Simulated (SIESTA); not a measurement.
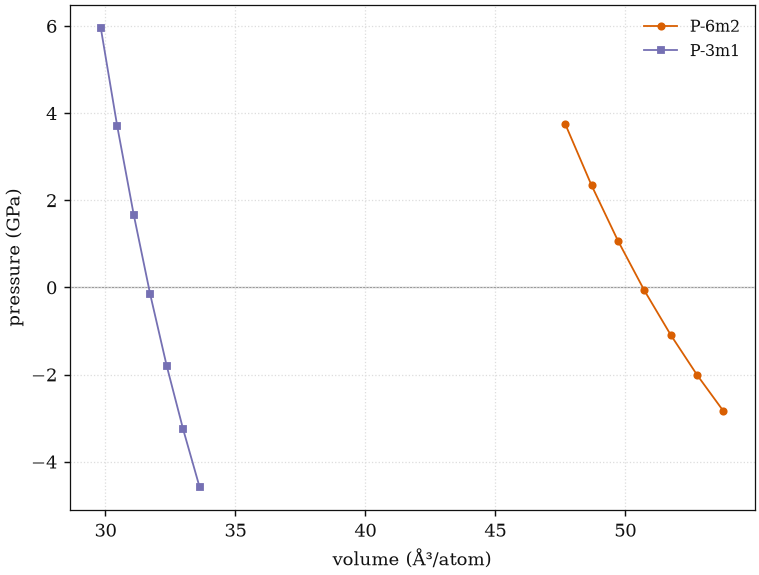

How it was computed, with SIESTA 5.4.2: DFT in numerical atomic orbitals with pseudopotentials, no spin polarisation; energies at scaled volumes of the given cell, shape and fractions fixed, counted from the fit's minimum, third-order Birch-Murnaghan fit. Level: PBEsol.

- k mesh: 10×10×2
- occupations: Fermi–Dirac
- smearing width: 0.05 eV
- potentials: PseudoDojo 0.4 standard, converted to PSML, two zetas on semicore shells

Caption: Pressure against volume, with one curve for each structure, for MoS₂.

The fitted equilibrium volumes, smallest first, are P-3m1 31.662, P-6m2 50.665 Å³/atom. The fitted bulk moduli, smallest first, are P-6m2 54.2, P-3m1 87.1 GPa. For P-6m2, the pressure falls from 3.75 GPa at volume 47.69 Å³/atom to −2.84 GPa at 53.78 Å³/atom, and changes sign near 50.7 Å³/atom. For P-3m1, the pressure falls from 5.96 GPa at volume 29.82 Å³/atom to −4.59 GPa at 33.62 Å³/atom, and changes sign near 31.67 Å³/atom.

Limits of the calculation: mulliken charges of long orbitals; shape and atomic fractions are frozen while scaling, which makes layered, chain and framework solids too stiff.
